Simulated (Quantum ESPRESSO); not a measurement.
# ZnSe (Stilleite): zone-centre phonons, part 2 of 4

Aim: the zone-centre modes of ZnSe (Stilleite).

Quantum ESPRESSO 7.5; DFT LDA, scalar-relativistic, plane waves, JTH PAW pseudopotentials.

So far. Step 2 (A first look): A gap of 1.0 eV opens on this mesh, so the crystal is taken as an insulator; the start stands at -2.4 GPa. Step 4 (Self-consistent run for the response): The cell stands at -0.046 GPa, close enough for phonons.

## Step 5: Zone-centre response

At q = 0 one unit cell holds all displacements; symmetry groups them into irreducible representations that are solved one by one. The response to a field gives ε∞ and the Born charges, which polar modes need.

Input file ph.in:

```
phonons
&inputph
   prefix = 'x'
   outdir = './tmp'
   fildyn = 'g.dyn'
   tr2_ph = 1.0d-18
   epsil = .true.
/
0.000000000000 0.000000000000 0.000000000000
```

Launch:

```bash
$ OMP_NUM_THREADS=1 mpirun -n 4 ph.x -nk 4 -in ph.in > ph.out
```

Output:

```text
[banners, grids, parts of the stress and lines that vanish by symmetry left out]
[banner, memory and clock lines left out]
Program PHONON v.7.5

     ./tmp/x.save/

     file Zn.upf: wavefunction(s)  0S 0P 0P 3D 0D renormalized
     file Se.upf: wavefunction(s)  0S 4P 0P renormalized

     IMPORTANT: XC functional enforced from input :
     Exchange-correlation= PW
                           (   1   4   0   0   0   0   0)
     Any further DFT definition will be discarded
     Please, verify this is what you really want

     G-vector sticks info

     Check: negative core charge=   -0.000001

     negative rho (up, down):  5.570E-04 0.000E+00
     Reading collected, re-writing distributed wavefunctions in ./tmp/

     Number and degeneracy of irreps per q-point
       N         xq(1)         xq(2)         xq(3)   N irreps
       1   0.000000000   0.000000000   0.000000000       2
        3   3

     Calculation of q =    0.0000000   0.0000000   0.0000000

     phonons

     bravais-lattice index     =            2
     lattice parameter (alat)  =      10.5205  a.u.
     unit-cell volume          =     291.1072 (a.u.)^3
     number of atoms/cell      =            2
     number of atomic types    =            2
     kinetic-energy cut-off    =      60.0000  Ry
     charge density cut-off    =     480.0000  Ry
     convergence threshold     =      1.0E-18
     beta                      =       0.7000
     number of iterations used =            4
     Exchange-correlation= PW
                           (   1   4   0   0   0   0   0)

     celldm(1)=   10.52053  celldm(2)=    0.00000  celldm(3)=    0.00000
     celldm(4)=    0.00000  celldm(5)=    0.00000  celldm(6)=    0.00000

     crystal axes: (cart. coord. in units of alat)
               a(1) = ( -0.5000  0.0000  0.5000 )
               a(2) = (  0.0000  0.5000  0.5000 )
               a(3) = ( -0.5000  0.5000  0.0000 )

     reciprocal axes: (cart. coord. in units 2 pi/alat)
               b(1) = ( -1.0000 -1.0000  1.0000 )
               b(2) = (  1.0000  1.0000  1.0000 )
               b(3) = ( -1.0000  1.0000 -1.0000 )

     Atoms inside the unit cell:

     Cartesian axes

     site n.  atom      mass           positions (alat units)
        1  Zn     65.3800   tau(    1) = (    0.00000    0.00000    0.00000  )
        2  Se     78.9710   tau(    2) = (   -0.25000    0.25000    0.25000  )

     Computing dynamical matrix for
                    q = (   0.0000000   0.0000000   0.0000000 )

     25 Sym.Ops. (with q -> -q+G )

     G cutoff = 1345.7266  (  51493 G-vectors)     FFT grid: ( 54, 54, 54)
     G cutoff =  672.8633  (  18197 G-vectors)  smooth grid: ( 40, 40, 40)
     number of k points=    29
                       cart. coord. in units 2pi/alat
        k(    1) = (   0.0000000   0.0000000   0.0000000), wk =   0.0039062
        k(    2) = (  -0.1250000   0.1250000  -0.1250000), wk =   0.0312500
        k(    3) = (  -0.2500000   0.2500000  -0.2500000), wk =   0.0312500
        [... further k-points left out ...]

     PseudoPot. # 1 for Zn read from file:
     ./pseudo/Zn.upf
     Pseudo is Projector augmented-wave + core cor, Zval = 12.0
     Shape of augmentation charge: SINC**2
     Using radial grid of 1049 points,  6 beta functions with:
                l(1) =   0
                l(2) =   0
                l(3) =   1
                l(4) =   1
                l(5) =   2
                l(6) =   2
     Q(r) pseudized with 0 coefficients

     PseudoPot. # 2 for Se read from file:
     ./pseudo/Se.upf
     Pseudo is Projector augmented-wave + core cor, Zval =  6.0
     Shape of augmentation charge: BESSEL
     Using radial grid of 1059 points,  4 beta functions with:
                l(1) =   0
                l(2) =   0
                l(3) =   1
                l(4) =   1
     Q(r) pseudized with 0 coefficients

     Mode symmetry, T_d (-43m)  point group:

     Electric field:
     Dielectric constant
     Born effective charges as d Force / d E

     Atomic displacements:
     There are    2 irreducible representations

     Representation     1      3 modes -  To be done

     Representation     2      3 modes -  To be done

     Alpha used in Ewald sum =   2.8000

     negative rho (up, down):  5.570E-04 0.000E+00

     Electric Fields Calculation

      iter #   1   av.it.:   7.6
      thresh= 1.000E-02 alpha_mix =  0.700 |ddv_scf|^2 =  4.101E-08

      iter #   2   av.it.:  13.9
      thresh= 2.025E-05 alpha_mix =  0.700 |ddv_scf|^2 =  2.511E-09

      iter #   3   av.it.:  14.0
      thresh= 5.011E-06 alpha_mix =  0.700 |ddv_scf|^2 =  2.497E-11

      iter #   4   av.it.:  14.5
      thresh= 4.997E-07 alpha_mix =  0.700 |ddv_scf|^2 =  3.478E-13

      iter #   5   av.it.:  14.4
      thresh= 5.897E-08 alpha_mix =  0.700 |ddv_scf|^2 =  1.742E-14

      iter #   6   av.it.:  14.0
      thresh= 1.320E-08 alpha_mix =  0.700 |ddv_scf|^2 =  2.753E-17

      iter #   7   av.it.:  15.3
      thresh= 5.247E-10 alpha_mix =  0.700 |ddv_scf|^2 =  1.482E-18

      iter #   8   av.it.:  15.6
      thresh= 1.217E-10 alpha_mix =  0.700 |ddv_scf|^2 =  3.880E-21

     End of electric fields calculation

          Dielectric constant in cartesian axis

          (       8.148369486      -0.000000000      -0.000000000 )
          (      -0.000000000       8.148369486      -0.000000000 )
          (       0.000000000      -0.000000000       8.148369486 )

          Effective charges (d Force / dE) in cartesian axis without acoustic sum rule applied (asr)

           atom    1  Zn    Mean Z*:        1.98771
      Ex  (        1.98771        0.00000       -0.00000 )
      Ey  (        0.00000        1.98771        0.00000 )
      Ez  (       -0.00000        0.00000        1.98771 )
           atom    2  Se    Mean Z*:       -2.03606
      Ex  (       -2.03606        0.00000       -0.00000 )
      Ey  (        0.00000       -2.03606       -0.00000 )
      Ez  (        0.00000       -0.00000       -2.03606 )

          Effective charges Sum: Mean:       -0.04835
             -0.04835        0.00000       -0.00000
              0.00000       -0.04835       -0.00000
             -0.00000       -0.00000       -0.04835

          Effective charges (d Force / dE) in cartesian axis with asr applied:
           atom    1  Zn    Mean Z*:        2.01188
      E*x (        2.01188       -0.00000        0.00000 )
      E*y (        0.00000        2.01188        0.00000 )
      E*z (       -0.00000        0.00000        2.01188 )
           atom    2  Se    Mean Z*:       -2.01188
      E*x (       -2.01188        0.00000        0.00000 )
      E*y (       -0.00000       -2.01188       -0.00000 )
      E*z (        0.00000       -0.00000       -2.01188 )

     Representation #   1 modes #   1   2   3

     Self-consistent Calculation

      iter #   1   av.it.:   7.1
      thresh= 1.000E-02 alpha_mix =  0.700 |ddv_scf|^2 =  2.974E-08

      iter #   2   av.it.:  14.3
      thresh= 1.725E-05 alpha_mix =  0.700 |ddv_scf|^2 =  1.312E-09

      iter #   3   av.it.:  14.3
      thresh= 3.622E-06 alpha_mix =  0.700 |ddv_scf|^2 =  5.585E-11

      iter #   4   av.it.:  14.3
      thresh= 7.473E-07 alpha_mix =  0.700 |ddv_scf|^2 =  3.055E-13

      iter #   5   av.it.:  14.6
      thresh= 5.527E-08 alpha_mix =  0.700 |ddv_scf|^2 =  6.969E-15

      iter #   6   av.it.:  14.7
      thresh= 8.348E-09 alpha_mix =  0.700 |ddv_scf|^2 =  1.115E-16

[...]
End of self-consistent calculation

     Convergence has been achieved

     Representation #   2 modes #   4   5   6

     Self-consistent Calculation

[...]
iter #   2   av.it.:  14.8
      thresh= 8.922E-05 alpha_mix =  0.700 |ddv_scf|^2 =  1.080E-08

      iter #   3   av.it.:  14.7
      thresh= 1.039E-05 alpha_mix =  0.700 |ddv_scf|^2 =  2.699E-10

      iter #   4   av.it.:  14.7
      thresh= 1.643E-06 alpha_mix =  0.700 |ddv_scf|^2 =  1.360E-11

      iter #   5   av.it.:  14.8
      thresh= 3.688E-07 alpha_mix =  0.700 |ddv_scf|^2 =  9.856E-14

      iter #   6   av.it.:  15.6
      thresh= 3.139E-08 alpha_mix =  0.700 |ddv_scf|^2 =  8.455E-16

      iter #   7   av.it.:  14.8
      thresh= 2.908E-09 alpha_mix =  0.700 |ddv_scf|^2 =  4.518E-17

      iter #   8   av.it.:  14.8
      thresh= 6.722E-10 alpha_mix =  0.700 |ddv_scf|^2 =  2.149E-19

     End of self-consistent calculation

     Convergence has been achieved

     Number of q in the star =    1
     List of q in the star:
          1   0.000000000   0.000000000   0.000000000

          Dielectric constant in cartesian axis

          (       8.148369486      -0.000000000      -0.000000000 )
          (      -0.000000000       8.148369486      -0.000000000 )
          (       0.000000000      -0.000000000       8.148369486 )

          Effective charges (d Force / dE) in cartesian axis without acoustic sum rule applied (asr)

           atom    1  Zn    Mean Z*:        1.98771
      Ex  (        1.98771        0.00000       -0.00000 )
      Ey  (        0.00000        1.98771        0.00000 )
      Ez  (       -0.00000        0.00000        1.98771 )
           atom    2  Se    Mean Z*:       -2.03606
      Ex  (       -2.03606        0.00000       -0.00000 )
      Ey  (        0.00000       -2.03606       -0.00000 )
      Ez  (        0.00000       -0.00000       -2.03606 )

          Effective charges Sum: Mean:       -0.04835
             -0.04835        0.00000       -0.00000
              0.00000       -0.04835       -0.00000
             -0.00000       -0.00000       -0.04835

          Effective charges (d Force / dE) in cartesian axis with asr applied:
           atom    1  Zn    Mean Z*:        2.01188
      E*x (        2.01188       -0.00000        0.00000 )
      E*y (        0.00000        2.01188        0.00000 )
      E*z (       -0.00000        0.00000        2.01188 )
           atom    2  Se    Mean Z*:       -2.01188
      E*x (       -2.01188        0.00000        0.00000 )
      E*y (       -0.00000       -2.01188       -0.00000 )
      E*z (        0.00000       -0.00000       -2.01188 )

     Diagonalizing the dynamical matrix

     q = (    0.000000000   0.000000000   0.000000000 )

 **************************************************************************
     freq (    1) =      -0.111673 [THz] =      -3.725002 [cm-1]
     freq (    2) =      -0.111673 [THz] =      -3.725002 [cm-1]
     freq (    3) =      -0.111673 [THz] =      -3.725002 [cm-1]
     freq (    4) =       6.562682 [THz] =     218.907492 [cm-1]
     freq (    5) =       6.562682 [THz] =     218.907492 [cm-1]
     freq (    6) =       6.562682 [THz] =     218.907492 [cm-1]
 **************************************************************************

     Mode symmetry, T_d (-43m)  point group:

     freq (   1-   3) =         -3.7  [cm-1]   --> T_2  G_15 P_4   I+R
     freq (   4-   6) =        218.9  [cm-1]   --> T_2  G_15 P_4   I+R
```

Elapsed: 2.4 min, on 4 MPI ranks of Arm Neoverse V1, shared host.

Read from the output:

```yaml
miss_of_the_charge_sum_rule: 0.04835 e
largest_acoustic_frequency_at_the_zone_centre_before_the_sum_rule: -3.73 cm⁻¹
highest_optical_zone_centre_mode_no_lo_to_term: 218.9 cm⁻¹
lowest_optical_zone_centre_mode: 218.9 cm⁻¹
mean_high_frequency_dielectric_constant: 8.148
largest_born_charge_in_size_third_of_the_trace: 2.036 e
```

Born charge (rows field, columns displacement), before the sum rule (e), principal values of the symmetric part by kind of site:

```tsv
atom	atoms with these values	low	middle	high	mean
Zn1	1	1.99	1.99	1.99	1.99
Se2	1	-2.04	-2.04	-2.04	-2.04
```

In full for Zn1:

```
1.99 0.00 0.00
0.00 1.99 0.00
0.00 0.00 1.99
```

High-frequency dielectric tensor:

```
8.15 0.00 0.00
0.00 8.15 0.00
0.00 0.00 8.15
```

The acoustic modes at Γ come out as far as 3.7 cm⁻¹ from zero, where they should vanish, a small numerical error; the Born charges miss their sum rule by 0.048 e, which is fair.

## Step 6: Modes with the sum rule

A rigid shift of the crystal must cost nothing, but grids and finite bases break this; the acoustic sum rule is imposed before the matrix is diagonalised again. With Born charges the intensities follow, and the static dielectric tensor.

Input file dynmat.in:

```
&input
   fildyn = 'g.dyn'
   asr = 'simple'
   fileig = 'dynmat.eig'
   lperm = .true.
/
```

Launch:

```bash
$ dynmat.x -in dynmat.in > dynmat.out
```

Output:

```text
[banner, memory and clock lines left out]
Program DYNMAT v.7.5

     Reading Dynamical Matrix from file g.dyn
     ...Force constants read
     ...epsilon and Z* read
     A direction for q was not specified:TO-LO splitting will be absent

     Polarizability (A^3 units)
     multiply by 0.295614 for Clausius-Mossotti correction
        24.538812   -0.000000    0.000000
        -0.000000   24.538812   -0.000000
        -0.000000   -0.000000   24.538812

     IR activities are in (D/A)^2/amu units

# mode   [cm-1]    [THz]      IR
    1     -0.00   -0.0000    0.0000
    2      0.00    0.0000    0.0000
    3      0.00    0.0000    0.0000
    4    218.95    6.5638    2.6108
    5    218.95    6.5638    2.6108
    6    218.95    6.5638    2.6108

Electronic dielectric permittivity tensor (relative, adimensional)
         8.148369   -0.000000    0.000000
        -0.000000    8.148369   -0.000000
        -0.000000   -0.000000    8.148369

 ... with zone-center polar mode contributions
        10.841169   -0.000000    0.000000
        -0.000000   10.841169    0.000000
         0.000000    0.000000   10.841169
```

The job ended after 0.46 s (1 thread).

This step gave:

```yaml
mean_static_dielectric_constant: 10.84
```

Unit eigenvectors of the mass-weighted matrix after the sum rule; no LO-TO term. The modes at Γ (shares of kinetic energy by element, %):

```tsv
mode	frequency (cm⁻¹)	symmetry	Zn %	Se %
1	0.0	acoustic	45	55
2	0.0	acoustic	45	55
3	0.0	acoustic	45	55
4	219.0	T2	55	45
5	219.0	T2	55	45
6	219.0	T2	55	45
```

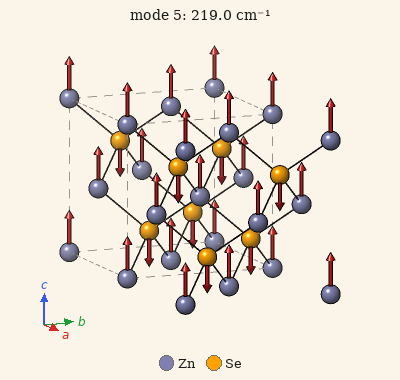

Displacement patterns of mode 5 at Γ; arrows are exaggerated. Bonds to atoms that aren't drawn are left out. 2×1×1 conventional cells are drawn. Some periodic images of atoms are drawn too.

Degenerate modes summed, no LO-TO term. Lines of the infrared spectrum (strongest = 100):

```tsv
position (cm⁻¹)	lines merged	label	IR intensity, relative
219	3	T2	100
```

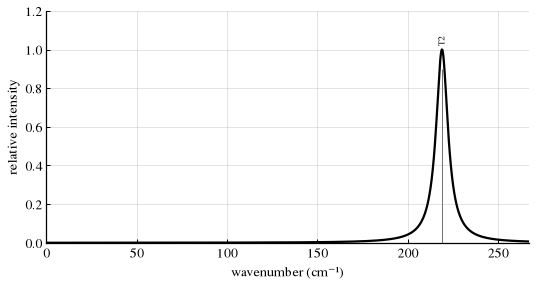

The infrared spectrum, broadened with Lorentzians of width 8 cm⁻¹; bars mark the lines.

Static dielectric tensor (ions relaxed, fixed cell):

```
10.84  0.00  0.00
 0.00 10.84  0.00
 0.00  0.00 10.84
```

The rule moves no optical mode by more than 0.1 cm⁻¹.

## Step 7: The LO-TO splitting (1 0 0)

A longitudinal polar mode sets up a macroscopic field that stiffens it; the term hangs on the direction from which q goes to zero.

Input file dynmat.in:

```
&input
   fildyn = 'g.dyn'
   asr = 'simple'
   fileig = 'dynmat.eig'
   q(1) = 1.0
   q(2) = 0.0
   q(3) = 0.0
/
```

Launch:

```bash
$ dynmat.x -in dynmat.in > dynmat.out
```

Output:

```text
[banner, memory and clock lines left out]
Program DYNMAT v.7.5

     Reading Dynamical Matrix from file g.dyn
     ...Force constants read
     ...epsilon and Z* read

     Polarizability (A^3 units)
     multiply by 0.295614 for Clausius-Mossotti correction
        24.538812   -0.000000    0.000000
        -0.000000   24.538812   -0.000000
        -0.000000   -0.000000   24.538812

     IR activities are in (D/A)^2/amu units

# mode   [cm-1]    [THz]      IR
    1      0.00    0.0000    0.0000
    2      0.00    0.0000    0.0000
    3      0.00    0.0000    0.0000
    4    218.95    6.5638    2.6108
    5    218.95    6.5638    2.6108
    6    252.55    7.5711    2.6108
```

Run time: 0.45 s. Hardware: 1 thread.

Read from the output:

```
highest mode moved by the LO-TO term : 252.6 cm⁻¹
```

Zone-centre frequencies as printed; negative means imaginary. Modes:

```tsv
mode	frequency (cm⁻¹)
1	0
2	0
3	0
4	218.9
5	218.9
6	252.6
```

The field moves one mode, from 219 to 253 cm⁻¹; the others stay.

## Step 8: Self-consistent run for the response, volume × 0.94

Bonds stiffen under compression, so frequencies follow the volume; the atoms are not relaxed anew.

Input file scf.in:

```
&control
   calculation = 'scf'
   prefix = 'x'
   outdir = './tmp'
   pseudo_dir = './pseudo'
   tprnfor = .true.
   tstress = .true.
/
&system
   ibrav = 2
   celldm(1) = 10.30576612
   nat = 2
   ntyp = 2
   ecutwfc = 60.0
   ecutrho = 480.0
   occupations = 'fixed'
   nbnd = 11
/
&electrons
   conv_thr = 1.0d-12
   mixing_beta = 0.7
   electron_maxstep = 100
/
ATOMIC_SPECIES
 Zn     65.3800  Zn.upf
 Se     78.9710  Se.upf
ATOMIC_POSITIONS crystal
 Zn     0.000000000   0.000000000   0.000000000
 Se     0.250000000   0.250000000   0.250000000
K_POINTS automatic
 8 8 8 0 0 0
```

Launch:

```bash
$ OMP_NUM_THREADS=1 mpirun -n 4 pw.x -nk 4 -in scf.in > scf.out
```

Output:

```text
[banners, grids, parts of the stress and lines that vanish by symmetry left out]
[banner, memory and clock lines left out]
Program PWSCF v.7.5

[...]
kinetic-energy cutoff     =      60.0000  Ry
     charge density cutoff     =     480.0000  Ry
     scf convergence threshold =      1.0E-12
[...]
Exchange-correlation= SLA PW NOGX NOGC
                           (   1   4   0   0   0   0   0)
[...]
24 Sym. Ops. (no inversion) found
[...]
number of k points=    29
[...]
End of self-consistent calculation
[...]
highest occupied, lowest unoccupied level (ev):     7.3514    8.8703
!    total energy              =    -421.49755403 Ry
[...]
convergence has been achieved in  15 iterations
[...]
atom    1 type  1   force =     0.00000000    0.00000000    0.00000000
     atom    2 type  2   force =     0.00000000   -0.00000000    0.00000000
     Total force =     0.000000     Total SCF correction =     0.000000
[...]
total   stress  (Ry/bohr**3)                   (kbar)     P=       50.87
[...]
XML data file, charge density, pseudopotentials, collected wavefunctions
```

The job ended after 9.2 s (4 MPI ranks).

Read from the output:

* volume per atom: 20.27 Å³
* pressure: 5.087 GPa
* gap on the k-mesh: 1.519 eV

[end of part 2 of 4]

[Host names and launcher messages were left out of these logs when they were recorded.]

[Logs are printed without paths, hosts, clocks, repeated set-up lines and the standing remarks that a program may print on its own settings, such as how far it seeks lower states.]

[Hosts, paths, dates, database ids (printed as entryN), source tags and the programs' standing remarks are cut or masked in the printed files.]
